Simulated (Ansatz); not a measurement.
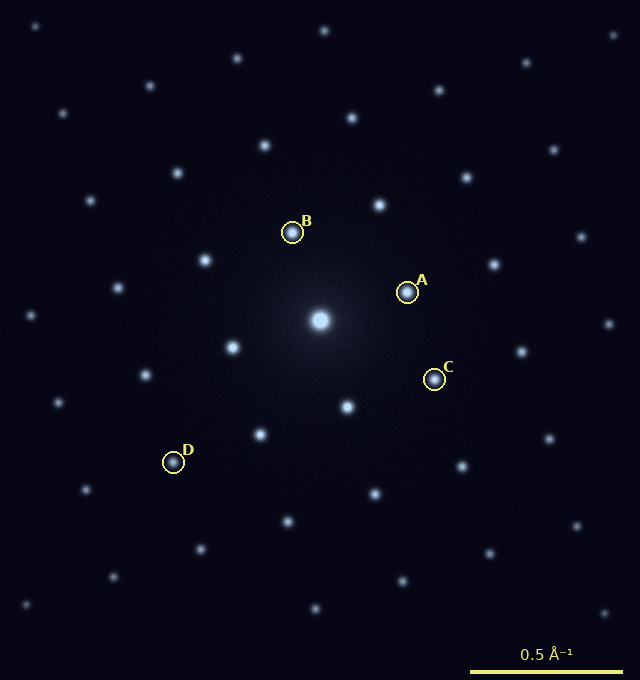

Computed electron diffraction pattern, 200 kV, single scattering only, B = 0.8 Å². The zone axis points towards the electron source and the pattern is seen from the source side.

The sample is Tl, space group Pm-3m (No. 221), a = 3.31 Å. Structure: the input geometry of an electronic-structure calculation (not necessarily at equilibrium); the starting structure was generated, so it need not be a known form of this composition.

```json
{"atom": "Tl", "site": "1a", "symmetry": "m-3m", "x": "0.0000", "y": "0.0000", "z": "0.0000"}
```

Spot A is indexed -1 0 0 and spot B 0 -1 0.

> Give hkl for C, D.

C = A − B = -1 1 0 (d = 2.341 Å). D = −2A − B = 2 1 0 (d = 1.480 Å).

> Find the zone axis.

The cross product of A and B is parallel to [001]; every spot obeys hu + kv + lw = 0.

> What are the spacings of A and B and the angle between them?

d(A) = 3.310 Å, d(B) = 3.310 Å, and the angle is 90.0°.
